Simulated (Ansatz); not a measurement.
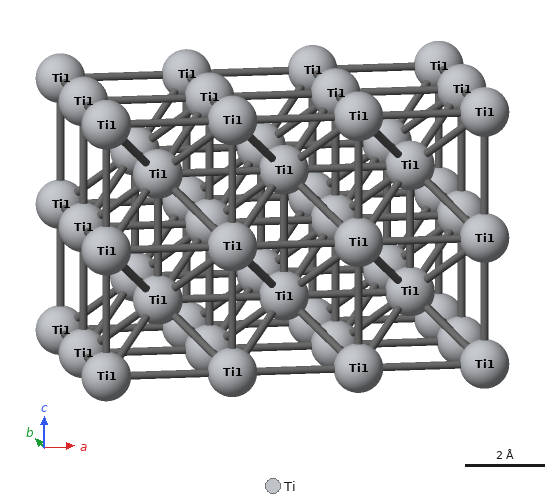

The starting point is a symmetric starting cell of Ti. The picture is a ball-and-stick view of the conventional cell (2 times the calculation's cell), repeated 3 × 2 × 2 with one cell outlined, seen slightly off an axis. Lengths and directions refer to the drawn axes.

These are results of DFT PBEsol, scalar-relativistic, plane waves, PAW in Ansatz, not measurements. Set-up: plane-wave cutoff 420 eV; k-point mesh 18 × 18 × 18; occupations gaussian; smearing width 0.1 eV; no spin polarisation.

Change: All lengths are scaled by +4.5 % (volume +14.2 %), the atoms keeping their fractional coordinates. No relaxation follows. The starting cell wasn't computed here and needn't be at equilibrium, so pressure and forces aren't due to the change alone.

> Predict the response.

The pressure is −16.0 GPa (not all of it need come from the change, since the unchanged cell can be under pressure at this level too). All forces vanish by symmetry. Among the bonded contacts that change: Ti–Ti 3.282 → 3.431 Å, Ti–Ti 2.842 → 2.971 Å. The space group stays Im-3m (No. 229).

Drawn alike, the variant:

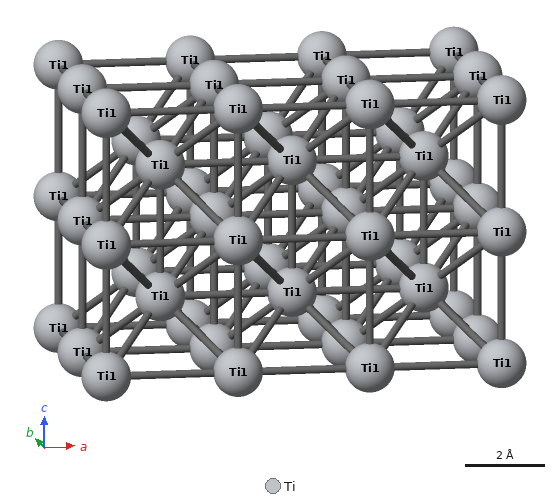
